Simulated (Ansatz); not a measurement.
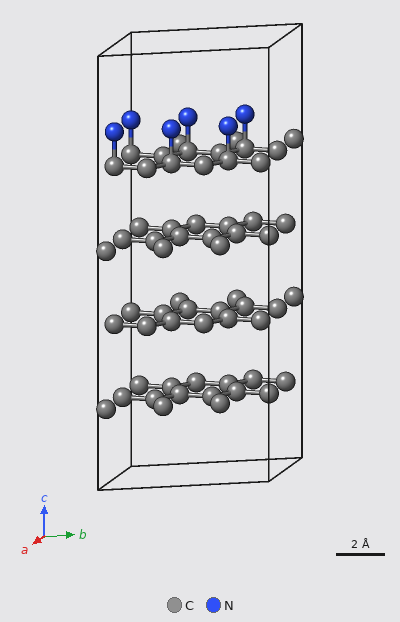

Fig. 1: The input geometry (ball-and-stick view of the 2 × 3 repeat of the cell, with the vacuum cut short, seen slightly off an axis). An atom can appear more than once, as a periodic image. Near neighbours in the periodic cell (some may lie outside the picture): C has 3 C at 1.42 Å; C has 3 C at 1.42 Å and 1 N at 1.48 Å; N has 1 C at 1.48 Å.

**Run report: C$_{8}$N, geometry relaxation (part 1 of 3)**

The run: geometry relaxation of C$_{8}$N (slab, 9 atoms in the cell). Method and program: DFT PBE+D3(BJ), scalar-relativistic, plane waves, PAW, no spin polarisation (Ansatz 0.2.0).

The structure derives from a Materials Project entry. The input holds or restrains some coordinates. Forces given for the steps count only the free coordinates. It belongs to a series of runs on one base structure; here: N put at a top C site.

### Input
```yaml
crystal:
  lattice:
    - [2.4655379958, 0.0, 0.0]
    - [-1.2327689979, 2.1341461202, 0.0]
    - [0.0, 0.0, 29.1985170553]
  atoms:
    - { symbol: C, position: [0.0833101793, 0.1666203587, 0.2911106747] }
    - { symbol: C, position: [0.4166898206, 0.8333796413, 0.2911106747] }
    - { symbol: C, position: [0.5833101794, 0.1666203587, 0.4075389574] }
    - { symbol: C, position: [0.9166898206, 0.8333796413, 0.4075389574] }
    - { symbol: C, position: [0.0833101793, 0.1666203587, 0.5239644132] }
    - { symbol: C, position: [0.4166898206, 0.8333796413, 0.5239644132] }
    - { symbol: C, position: [0.5833101794, 0.1666203587, 0.640392696] }
    - { symbol: C, position: [0.9166898206, 0.8333796413, 0.640392696] }
    - { symbol: "N", position: [0.5833101794, 0.1666203587, 0.6910802017] }
basis:
  ecutwfc: 420
kpoints:
  mp_grid: { grid: [12, 12, 1] }
hamiltonian:
  xc: pbe
  dispersion: d3bj
scf:
  occupations: { method: gaussian, width: 0.1 }
output:
  forces: true
  eigenvalues: true
  write_density: true
  write_potential: true
  elf: true
  volumetric_format: npy
relax:
  adjacent_minimum: "off"
  f_tol: 0.03
  max_steps: 70
  constraints: [{ sites: [0, 1, 2, 3] }]
efield:
  axis: 3
  dipole_correction: true
  ramp_width: 0.04
```

Run on 2 threads of Intel Xeon @ 2.50GHz (Skylake/Cascade Lake), 189 GiB of memory available, shared host.

Command:
```bash
ansatz run input.yaml --threads 2 --pin off --max-ram 5120MiB --backend cpu --events-out ev --progress --plain --runs-dir out
```

### What the program printed
```
Engine: ansatz 0.2.0, x86_64-unknown-linux-gnu
Pseudopotentials: kind: paw
Pseudopotential: C, paw, valence charge 4, recommended cutoff 420 eV (normal), C.paw.azcp
Pseudopotential: N, paw, valence charge 5, recommended cutoff 420 eV (normal), N.paw.azcp
Functional definition: PBE
  parameter kappa = 0.804
  parameter beta = 0.06672455060314922
  exchange = pbe_x(kappa = kappa, mu = beta*pi^2/3)
  correlation = pbe_c(beta = beta)
Crystal: 9 atoms, lattice volume = 153.637 Å³
Basis set: ecut = 420 eV, 2887 PW (Γ), exchange–correlation on 36×36×400 points (8 copies of the dense FFT grid, shifted against one another)
Bands: 28, of which v1, the nominal top of the filled ones, is band 19 counted from 1 (18 counted from 0)
Symmetry: 2 space group operations
Space group: Cm (ITA 8), of the structure as read, at distance tolerance 5.4e-5 Å
k-points: 43 of 144 (time reversal used)
Non-local potential: C, projectors of the file, l = 0: 2, l = 1: 2, l = 2: 1
Non-local potential: N, projectors of the file, l = 0: 2, l = 1: 2, l = 2: 1
PAW form: soft (Blöchl's): semilocal exchange-correlation on the pseudo side does not see the compensation charge
PAW one-centre angular grid: C, 110 points (default); XC on 64 Gauss nodes
PAW one-centre angular grid: N, 110 points (default); XC on 64 Gauss nodes
Initial density: superposition of atomic densities (neutral atoms: chi_scale 0, normalization atom), corrected by the library's trained network
Initial wavefunctions: pseudopotential atomic-orbital guess
Functional: x = pbe(κ = 0.804, μ = 0.2195149727645171), c = pbe(β = 0.06672455060314922)
SCF iter   1: F=—  HF=-2387.317115 eV  |F-HF|=—  |Δ(HF+E_count)|=         —  Δρ=9.72e-3  dr2=1.80e0  ethr=1.77e-3  p=-0.116 e·Å  D=-1.37e-1 V/Å  ΔV_dip=3.99 eV  dr2_dipole=1.06e0  V_vac-E_F(+/−)=7.34/3.35 eV  ⟨swp⟩=9.0  Hψ=7524  notcnv=0  defer=30
efield: sawtooth ramp at fractional position 0.9711 (placed from the atoms, in the widest stretch of the axis that holds none; the zero of the levels goes with the place), width 0.0400; the density the first Hamiltonian is built on has a dipole p = -0.116 e·Å; the dipole correction subtracts the counter field D = -1.37e-1 V/Å, which shifts the + side's vacuum level by +3.99 eV against the − side's; the planar-averaged density in the ramp window peaks in size at 2.5e-5 e/Å³
preconditioner: auto → LDOS  [metal: Δε(μ)=0.019 eV  Ē_g=15.028 eV  σ=0.100 eV  W_gap=0.11  n_scr=20 (ndim 8)  ℏωp=18.2 eV  f_vac=0.491  D(μ)=1.55/eV (n_scr^D=12)  β→1.0]
SCF iter   2: F=—  HF=-2387.252654 eV  |F-HF|=—  |Δ(HF+E_count)|=   6.45e-2  Δρ=4.60e-3  dr2=2.69e-1  ethr=1.77e-3  p=-0.074 e·Å  D=-8.72e-2 V/Å  ΔV_dip=2.55 eV  dr2_dipole=1.19e-1  V_vac-E_F(+/−)=6.14/3.59 eV  ⟨swp⟩=2.4  Hψ=1860  notcnv=0  defer=139
SCF iter   3: F=—  HF=-2388.608055 eV  |F-HF|=—  |Δ(HF+E_count)|=    1.36e0  Δρ=4.85e-2  dr2=9.97e1  ethr=7.27e-4  p=0.066 e·Å  D=7.78e-2 V/Å  ΔV_dip=-2.27 eV  dr2_dipole=6.85e1  V_vac-E_F(+/−)=5.22/7.49 eV  ⟨swp⟩=4.6  Hψ=3037  notcnv=0  defer=168  recentre
SCF iter   4: F=—  HF=-2387.239822 eV  |F-HF|=—  |Δ(HF+E_count)|=    1.37e0  Δρ=2.23e-3  dr2=2.22e-1  ethr=7.27e-4  p=-0.076 e·Å  D=-8.95e-2 V/Å  ΔV_dip=2.61 eV  dr2_dipole=1.43e-1  V_vac-E_F(+/−)=6.39/3.78 eV  ⟨swp⟩=3.2  Hψ=2304  notcnv=0  defer=130
SCF iter   5: F=—  HF=-2387.229429 eV  |F-HF|=—  |Δ(HF+E_count)|=   1.04e-2  Δρ=1.07e-3  dr2=4.74e-2  ethr=5.99e-4  p=-0.065 e·Å  D=-7.66e-2 V/Å  ΔV_dip=2.24 eV  dr2_dipole=3.29e-2  V_vac-E_F(+/−)=6.27/4.04 eV  ⟨swp⟩=1.6  Hψ=1610  notcnv=0  defer=145
SCF iter   6: F=—  HF=-2387.227373 eV  |F-HF|=—  |Δ(HF+E_count)|=   2.06e-3  Δρ=6.90e-4  dr2=1.84e-2  ethr=1.28e-4  p=-0.060 e·Å  D=-7.10e-2 V/Å  ΔV_dip=2.07 eV  dr2_dipole=1.20e-2  V_vac-E_F(+/−)=6.25/4.17 eV  ⟨swp⟩=1.0  Hψ=1398  notcnv=0  defer=150
SCF iter   7: F=—  HF=-2387.226692 eV  |F-HF|=—  |Δ(HF+E_count)|=   6.82e-4  Δρ=2.22e-4  dr2=7.04e-4  ethr=4.98e-5  p=-0.058 e·Å  D=-6.83e-2 V/Å  ΔV_dip=1.99 eV  dr2_dipole=3.96e-4  V_vac-E_F(+/−)=6.23/4.23 eV  ⟨swp⟩=1.1  Hψ=1036  notcnv=0  defer=151
SCF iter   8: F=—  HF=-2387.226654 eV  |F-HF|=—  |Δ(HF+E_count)|=   3.78e-5  Δρ=1.27e-4  dr2=6.27e-5  ethr=1.90e-6  p=-0.057 e·Å  D=-6.77e-2 V/Å  ΔV_dip=1.98 eV  dr2_dipole=1.66e-5  V_vac-E_F(+/−)=6.23/4.25 eV  ⟨swp⟩=1.8  Hψ=1346  notcnv=0  defer=151
SCF iter   9: F=—  HF=-2387.226649 eV  |F-HF|=—  |Δ(HF+E_count)|=   4.78e-6  Δρ=5.16e-5  dr2=3.82e-5  ethr=6.08e-8  p=-0.058 e·Å  D=-6.80e-2 V/Å  ΔV_dip=1.98 eV  dr2_dipole=2.43e-5  V_vac-E_F(+/−)=6.23/4.25 eV  ⟨swp⟩=24.5  Hψ=13962  notcnv=0
SCF iter  10: F=-2387.226646 eV  HF=-2387.226647 eV  |F-HF|=8.87e-7  |Δ(HF+E_count)|=   2.08e-6  Δρ=1.57e-5  dr2=1.03e-6  ethr=6.08e-8  p=-0.058 e·Å  D=-6.78e-2 V/Å  ΔV_dip=1.98 eV  dr2_dipole=3.47e-7  V_vac-E_F(+/−)=6.23/4.25 eV  ⟨swp⟩=14.7  Hψ=10147  notcnv=0
SCF 1 converged in 10 iterations: F = -2387.226646 eV  dr2 = 1.03e-6
  greatest PAW one-centre occupation: 0.868 electrons in one spin orbital (limit 2), on the N atom at site 8 (counted from 0), in its partial waves of l = 0
relax step   1: F+E_penalty+E_count = -2387.22664601 eV  Δ(F+E_penalty+E_count) = +0.000e0 eV  max|allowed force component| = 2.819e0 eV/Å  Δτ_max = 0.0000 Å  (10 SCF iters, dr2 threshold 2.25e-5 eV, accepted)
Initial density: handed on by an earlier stage of this run
Initial wavefunctions: those handed on with the density
SCF iter   1: F=—  HF=-2387.714803 eV  |F-HF|=—  |Δ(HF+E_count)|=         —  Δρ=3.02e-2  dr2=1.20e0  ethr=3.10e-3  p=-0.058 e·Å  D=-6.78e-2 V/Å  ΔV_dip=1.98 eV  dr2_dipole=1.33e-2  V_vac-E_F(+/−)=6.34/4.36 eV  ⟨swp⟩=5.4  Hψ=4821  notcnv=0  defer=52
efield: sawtooth ramp at fractional position 0.9711 (handed on by an earlier solve), width 0.0400; the density the first Hamiltonian is built on has a dipole p = -0.058 e·Å; the dipole correction subtracts the counter field D = -6.78e-2 V/Å, which shifts the + side's vacuum level by +1.98 eV against the − side's; the planar-averaged density in the ramp window peaks in size at 9.0e-7 e/Å³
preconditioner: auto → LDOS  [metal: Δε(μ)=0.002 eV  Ē_g=14.977 eV  σ=0.100 eV  W_gap=0.01  n_scr=20 (ndim 8)  ℏωp=18.2 eV  f_vac=0.497  D(μ)=1.37/eV (n_scr^D=10)  β→1.0]
SCF iter   2: F=—  HF=-2387.735757 eV  |F-HF|=—  |Δ(HF+E_count)|=   2.10e-2  Δρ=1.63e-2  dr2=1.25e0  ethr=3.10e-3  p=-0.062 e·Å  D=-7.32e-2 V/Å  ΔV_dip=2.14 eV  dr2_dipole=1.08e-2  V_vac-E_F(+/−)=6.30/4.16 eV  ⟨swp⟩=3.3  Hψ=2700  notcnv=0  defer=183
SCF iter   3: F=—  HF=-2387.408770 eV  |F-HF|=—  |Δ(HF+E_count)|=   3.27e-1  Δρ=2.84e-3  dr2=2.61e-2  ethr=3.10e-3  p=-0.060 e·Å  D=-7.11e-2 V/Å  ΔV_dip=2.08 eV  dr2_dipole=1.85e-4  V_vac-E_F(+/−)=6.32/4.24 eV  ⟨swp⟩=3.0  Hψ=1967  notcnv=0  defer=182
SCF iter   4: F=—  HF=-2387.402621 eV  |F-HF|=—  |Δ(HF+E_count)|=   6.15e-3  Δρ=1.07e-3  dr2=3.77e-3  ethr=7.05e-5  p=-0.061 e·Å  D=-7.16e-2 V/Å  ΔV_dip=2.09 eV  dr2_dipole=4.65e-4  V_vac-E_F(+/−)=6.33/4.24 eV  ⟨swp⟩=2.2  Hψ=2151  notcnv=0  defer=172
SCF iter   5: F=—  HF=-2387.402130 eV  |F-HF|=—  |Δ(HF+E_count)|=   4.91e-4  Δρ=3.29e-4  dr2=1.73e-4  ethr=1.02e-5  p=-0.061 e·Å  D=-7.14e-2 V/Å  ΔV_dip=2.08 eV  dr2_dipole=3.65e-6  V_vac-E_F(+/−)=6.33/4.25 eV  ⟨swp⟩=2.0  Hψ=1521  notcnv=0  defer=172
SCF iter   6: F=—  HF=-2387.402162 eV  |F-HF|=—  |Δ(HF+E_count)|=   3.24e-5  Δρ=1.31e-4  dr2=3.70e-5  ethr=2.70e-7  p=-0.061 e·Å  D=-7.21e-2 V/Å  ΔV_dip=2.11 eV  dr2_dipole=9.82e-7  V_vac-E_F(+/−)=6.33/4.23 eV  ⟨swp⟩=22.8  Hψ=14057  notcnv=0
SCF iter   7: F=-2387.402169 eV  HF=-2387.402170 eV  |F-HF|=6.30e-7  |Δ(HF+E_count)|=   7.57e-6  Δρ=5.94e-5  dr2=6.74e-6  ethr=1.00e-7  p=-0.061 e·Å  D=-7.19e-2 V/Å  ΔV_dip=2.10 eV  dr2_dipole=1.07e-11  V_vac-E_F(+/−)=6.34/4.24 eV  ⟨swp⟩=17.7  Hψ=11487  notcnv=0
SCF 2 converged in 7 iterations: F = -2387.402169 eV  dr2 = 6.74e-6
[... from here on the iterations of each SCF are left out, up to the last one ...]
  Residual-converged pass: ⟨swp⟩=1.0  Hψ=1378  notcnv=0  max |occ|·‖R‖ = 7.0e-9 eV (tolerance 1.0e-8 eV)  dr2=6.74e-6  dr2_onsite=1.08e-7  max |Δocc| = 9.9e-11
relax step   2: F+E_penalty+E_count = -2387.40216890 eV  Δ(F+E_penalty+E_count) = -1.755e-1 eV  max|allowed force component| = 2.154e0 eV/Å  Δτ_max = 0.1940 Å  (7 SCF iters, dr2 threshold 1.00e-4 eV, accepted)
efield: sawtooth ramp at fractional position 0.9711 (handed on by an earlier solve), width 0.0400; the density the first Hamiltonian is built on has a dipole p = -0.061 e·Å; the dipole correction subtracts the counter field D = -7.19e-2 V/Å, which shifts the + side's vacuum level by +2.10 eV against the − side's; the planar-averaged density in the ramp window peaks in size at 1.8e-6 e/Å³
preconditioner: auto → LDOS  [metal: Δε(μ)=0.066 eV  Ē_g=14.848 eV  σ=0.100 eV  W_gap=0.36  n_scr=20 (ndim 8)  ℏωp=18.2 eV  f_vac=0.493  D(μ)=1.38/eV (n_scr^D=10)  β→1.0]
SCF 3 converged in 7 iterations: F = -2387.676527 eV  dr2 = 1.29e-5
  Residual-converged pass: ⟨swp⟩=1.0  Hψ=1377  notcnv=0  max |occ|·‖R‖ = 7.0e-9 eV (tolerance 1.0e-8 eV)  dr2=1.29e-5  dr2_onsite=7.98e-8  max |Δocc| = 9.3e-11
relax step   3: F+E_penalty+E_count = -2387.67652710 eV  Δ(F+E_penalty+E_count) = -2.744e-1 eV  max|allowed force component| = 1.165e0 eV/Å  Δτ_max = 0.1876 Å  (7 SCF iters, dr2 threshold 1.00e-4 eV, accepted)
efield: sawtooth ramp at fractional position 0.9711 (handed on by an earlier solve), width 0.0400; the density the first Hamiltonian is built on has a dipole p = -0.070 e·Å; the dipole correction subtracts the counter field D = -8.24e-2 V/Å, which shifts the + side's vacuum level by +2.41 eV against the − side's; the planar-averaged density in the ramp window peaks in size at 1.9e-6 e/Å³
preconditioner: auto → LDOS  [metal: Δε(μ)=0.047 eV  Ē_g=14.853 eV  σ=0.100 eV  W_gap=0.25  n_scr=20 (ndim 8)  ℏωp=18.2 eV  f_vac=0.491  D(μ)=1.45/eV (n_scr^D=12)  β→1.0]
SCF 4 converged in 5 iterations: F = -2387.715470 eV  dr2 = 1.12e-5
relax step   4: F+E_penalty+E_count = -2387.71547044 eV  Δ(F+E_penalty+E_count) = -3.894e-2 eV  max|allowed force component| = 7.069e-1 eV/Å  Δτ_max = 0.0631 Å  (5 SCF iters, dr2 threshold 1.00e-4 eV, accepted)
efield: sawtooth ramp at fractional position 0.9711 (handed on by an earlier solve), width 0.0400; the density the first Hamiltonian is built on has a dipole p = -0.073 e·Å; the dipole correction subtracts the counter field D = -8.65e-2 V/Å, which shifts the + side's vacuum level by +2.53 eV against the − side's; the planar-averaged density in the ramp window peaks in size at 3.7e-6 e/Å³
preconditioner: auto → LDOS  [insulator: Δε(μ)=0.137 eV  Ē_g=14.947 eV  σ=0.100 eV  W_gap=0.52  n_scr=20 (ndim 8)  ℏωp=18.2 eV  f_vac=0.494  D(μ)=1.35/eV (n_scr^D=10)  ε∞_Penn≈2.5  β→1.0]
SCF 5 converged in 5 iterations: F = -2387.727988 eV  dr2 = 6.38e-6
relax step   5: F+E_penalty+E_count = -2387.72798772 eV  Δ(F+E_penalty+E_count) = -1.252e-2 eV  max|allowed force component| = 4.163e-1 eV/Å  Δτ_max = 0.0672 Å  (5 SCF iters, dr2 threshold 1.00e-4 eV, accepted)
efield: sawtooth ramp at fractional position 0.9711 (handed on by an earlier solve), width 0.0400; the density the first Hamiltonian is built on has a dipole p = -0.075 e·Å; the dipole correction subtracts the counter field D = -8.83e-2 V/Å, which shifts the + side's vacuum level by +2.58 eV against the − side's; the planar-averaged density in the ramp window peaks in size at 3.0e-6 e/Å³
preconditioner: auto → LDOS  [insulator: Δε(μ)=0.134 eV  Ē_g=14.913 eV  σ=0.100 eV  W_gap=0.53  n_scr=20 (ndim 8)  ℏωp=18.2 eV  f_vac=0.493  D(μ)=1.35/eV (n_scr^D=10)  ε∞_Penn≈2.5  β→1.0]
SCF 6 converged in 5 iterations: F = -2387.732459 eV  dr2 = 1.90e-6
  Residual-converged pass: ⟨swp⟩=1.0  Hψ=1376  notcnv=0  max |occ|·‖R‖ = 7.0e-9 eV (tolerance 1.0e-8 eV)  dr2=1.90e-6  dr2_onsite=4.44e-8  max |Δocc| = 4.5e-11
```
